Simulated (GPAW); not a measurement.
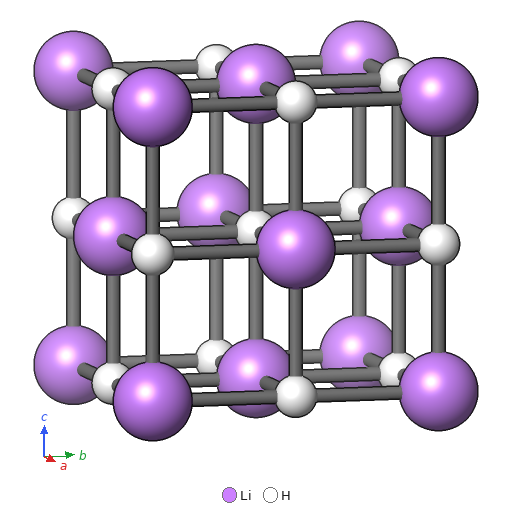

System: LiH, space group Fm-3m (No. 225). The picture shows the conventional cell.

Input of the run:
```
from ase import Atoms
from ase.eos import EquationOfState
from ase.io import Trajectory
from ase.units import GPa
from gpaw import GPAW, PW

atoms = Atoms(['Li', 'H'],
              cell=[[0.0, 2.03675, 2.03675],
                    [2.03675, 0.0, 2.03675],
                    [2.03675, 2.03675, 0.0]],
              scaled_positions=[[0.0, 0.0, 0.0],
                                [0.5, 0.5, 0.5]],
              pbc=True)

traj = Trajectory('eos.traj', 'w')
volumes, energies = [], []
for x in [0.94, 0.96, 0.98, 1.0, 1.02, 1.04, 1.06]:
    a = atoms.copy()
    a.set_cell(atoms.cell * x**(1 / 3), scale_atoms=True)
    calc = GPAW(mode=PW(800),
                xc='MGGA_X_R2SCAN+MGGA_C_R2SCAN',
                kpts={'size': (11, 11, 11), 'gamma': True},
                occupations={'name': 'fermi-dirac', 'width': 0.05},
                nbands=8,
                convergence={'density': 1e-05, 'energy': 1e-05},
                maxiter=150,
                txt=f'eos-{x:.2f}.txt')
    a.calc = calc
    energies.append(a.get_potential_energy(force_consistent=True))
    volumes.append(a.get_volume())
    p = -a.get_stress()[:3].mean() / GPa
    calc.write(f'eos-{x:.2f}.gpw')
    traj.write(a)
    print(f'{x:.2f} {volumes[-1]:10.4f} A^3 {energies[-1]:14.6f} eV {p:9.3f} GPa', flush=True)

v0, e0, B = EquationOfState(volumes, energies, eos='birchmurnaghan').fit()
print(f'V0 = {v0:.4f} A^3, E0 = {e0:.6f} eV, B0 = {B / GPa:.2f} GPa')
```

Command:
```bash
OMP_NUM_THREADS=1 python run.py
```

Method: PAW DFT in plane waves, on a grid or in atomic orbitals, no spin polarisation; energies at scaled volumes of the given cell, shape and fractions fixed, counted from the fit's minimum, third-order Birch-Murnaghan fit (GPAW 26.7.0). Level: r2SCAN.

k mesh 11×11×11; occupations Fermi–Dirac; smearing width 0.05 eV; potentials GPAW PAW data sets (gpaw data 1.2.1); wave cutoff 800 eV; program settings basis pw.

Describe the result: the energy and pressure against volume. The volume takes the values 7.9422, 8.1112, 8.2802, 8.4492, 8.6181, 8.7871, 8.9561 Å³/atom.

A third-order Birch–Murnaghan fit gives V0 = 8.22 Å³/atom, B0 = 35.1 GPa and B′ = 3.0. The energy is 1.10 meV/atom at volume 7.9422 Å³/atom and 6.38 meV/atom at 8.9561 Å³/atom; the lowest computed point is at volume 8.2802 Å³/atom (0.04 meV/atom), in a single well. The pressure falls from 1.27 GPa at volume 7.9422 Å³/atom to −2.64 GPa at 8.9561 Å³/atom, and changes sign near 8.22 Å³/atom.

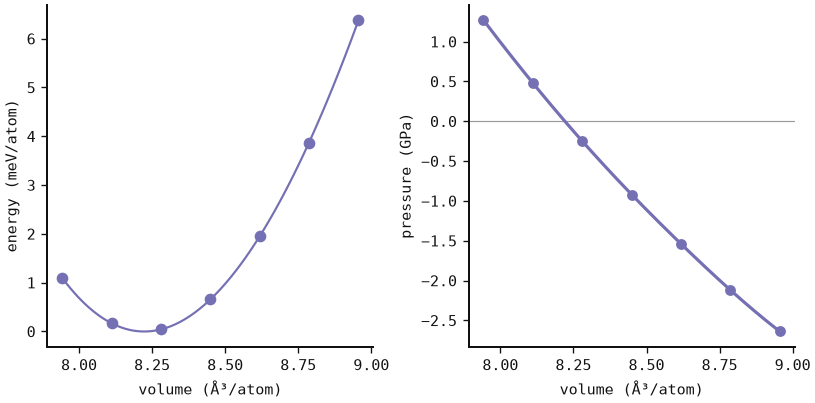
